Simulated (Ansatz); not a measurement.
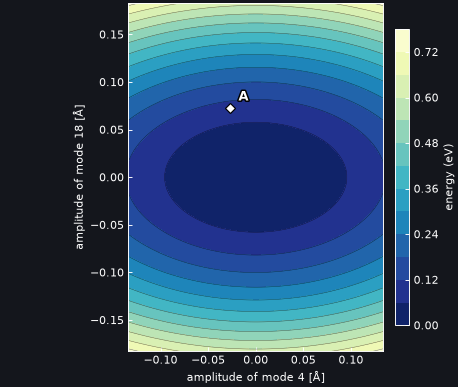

TiAl₃ (Pm-3m, No. 221; 8 atoms in the cell). The energy is mapped over two normal modes frozen in (zone-centre modes of the 8-atom cell of this scan, which folds in the wave vector (0, 1/2, 1/2) of the primitive cell). The first coordinate is: amplitude of mode 4 (173 cm⁻¹), largest displacement; the second: amplitude of mode 18 (301 cm⁻¹), largest displacement. Nothing is relaxed (the cell and all other modes fixed). The grid has 11 × 11 points; 36 points were computed and 85 follow by symmetry. Points are written as (first, second). Energies: eV per cell, counted from the lowest grid point. Theory: Ansatz, DFT PBEsol, scalar-relativistic, plane waves, PAW. Settings: cutoff 520 eV, k-mesh 10×8×8 in the order of the run's cell vectors, gaussian smearing 0.15 eV, no spin polarisation.

In the figure: filled contours, the point A. Between grid points the surface is interpolated.

### Is A at rest? If not, where is it pushed?

A, at (−0.027 Å, 0.073 Å), is not a stationary point. The computed force is 0.36 eV for each Å towards larger values of the first coordinate and 2.6 eV for each Å towards smaller values of the second coordinate.

PAW datasets: the set soft_1.
